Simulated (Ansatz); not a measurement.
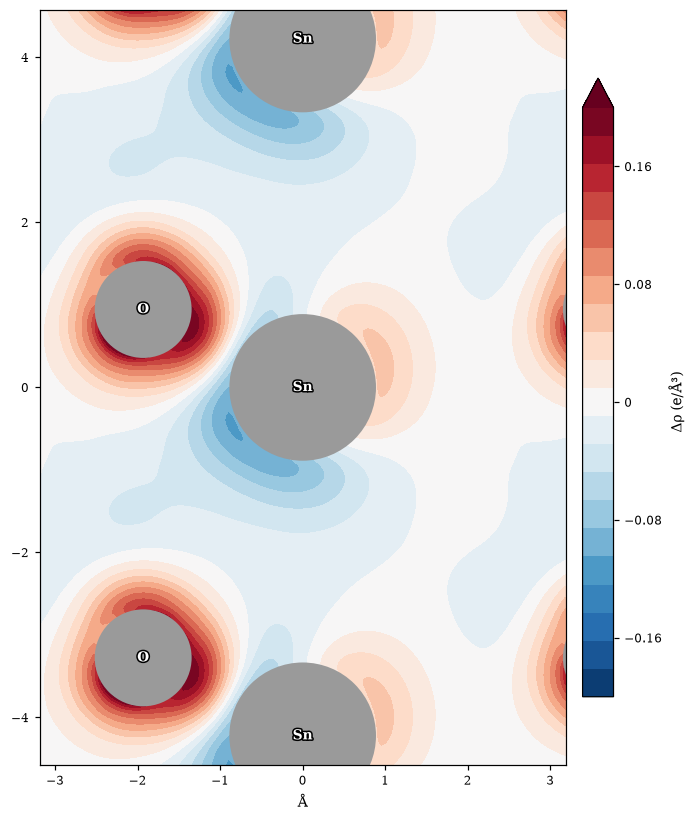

Figure 1: SnO. Density of the crystal less the sum of free-atom densities: a map on the (100) plane of the conventional cell, with grey discs over the atomic cores. Cores are masked to 0.9 Å (Sn) and 0.6 Å (O).

Space group Pmn2_1. The cell comes from a database of computed structures, not from a measurement.

These are results of DFT PBE, scalar-relativistic, plane waves, PAW in Ansatz, not measurements.

In a PAW calculation such maps are meaningful between the atoms, not at the nuclei.

### What does the deformation density say about the bonding?

O–Sn (2.15 Å): Δρ is +0.02 e/Å³ at the midpoint (close to a masked core, so read it with care).
Sn–Sn (3.36 Å): Δρ is −0.014 e/Å³ at the midpoint (this contact isn't in the plane drawn).
Over the whole cell, outside the masked cores, the largest gain lies at the edge of the masked core of O, and the largest loss lies at the edge of the masked core of Sn.
In all about 0.28 e an atom is rearranged against the free atoms.
Bader charges: Sn +1.25 and O −1.25 e.

The run took 35 s on 1 thread of Intel(R) Xeon(R) 6975P-C (Granite Rapids), with other jobs on the host, peak memory 0.44 GiB.
